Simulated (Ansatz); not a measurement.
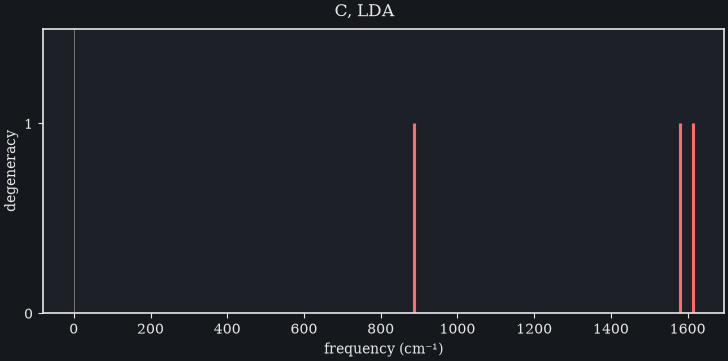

The figure shows the zone-centre optical phonon frequencies (the three acoustic modes are left out) for C, space group Fmmm (No. 69).

Starting cell:
```yaml
crystal:
  lattice:
    - [0.00000, 2.11671, 3.36096]
    - [1.22278, 0.00000, 3.36096]
    - [1.22278, 2.11671, 0.00000]
  atoms:
    - { symbol: C, position: [0.16670, 0.83330, 0.16670] }
    - { symbol: C, position: [0.83330, 0.16670, 0.83330] }
```

How it was computed, with Ansatz 0.2.0: harmonic phonon frequencies at the zone centre with atoms at rest in the given cell, without the long-range term of polar modes, the three translations left out, imaginary frequencies are negative; plane waves with PAW datasets, Γ-centred k mesh. Level: LDA, no spin polarisation.

| setting | value |
| --- | --- |
| wave cutoff | 420 eV |
| k mesh | 18×18×18 |
| occupations | Gaussian |
| smearing width | 0.02 eV |
| pressure | 0 GPa |
| phonon method | linear response |

Is the structure dynamically stable by these modes?

Answer. No frequency is imaginary, so the structure is stable to these displacements (zone-boundary modes weren't tested here).

What is the highest frequency?

Answer. The highest mode lies at 1614.9 cm⁻¹.

Caveats: a crossing between the sampled k points may be missed.

The computed values:

```json
{"frequency (cm⁻¹)": "885.7"}
{"frequency (cm⁻¹)": "1579.0"}
{"frequency (cm⁻¹)": "1614.9"}
```
